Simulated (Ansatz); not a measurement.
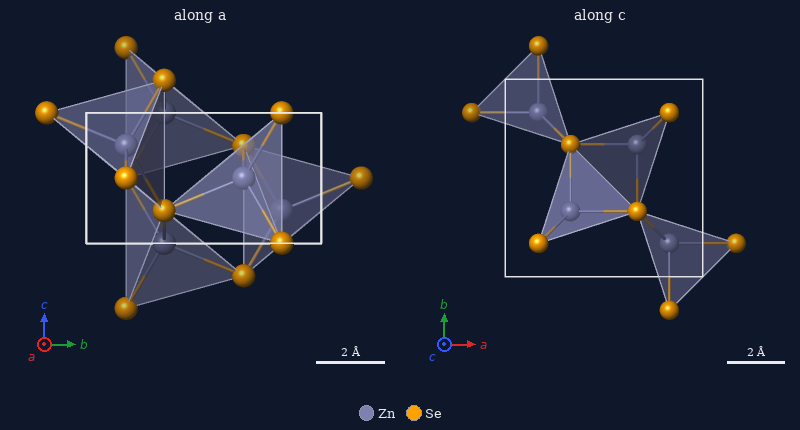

Structure drawing (polyhedral), viewed along the a axis and along the c axis. One conventional unit cell is framed, with atoms on its boundary repeated. A few atoms beyond the faces are included.

ZnSe, space group P4_12_12 (No. 92), a = 6.94 Å, b = 6.94 Å, c = 3.85 Å, α = 90.00°, β = 90.00°, γ = 90.00°.

All computed values are from Ansatz, DFT PBE, scalar-relativistic, plane waves, PAW. Settings: E_cut = 420 eV, 4×4×8 k-mesh, Gaussian smearing of 0.02 eV, no spin polarisation.

### What does the calculation say: metal or gapped?

A semiconductor at this level, with a gap of 0.68 eV on the k-mesh (the true edges may lie between mesh points, so the gap can be somewhat smaller).

Starting structure: a structure type filled with these elements by a generator (whether the compound takes this form wasn't checked). Relaxation method: DFT PBE, scalar-relativistic, plane waves, PAW (Ansatz).
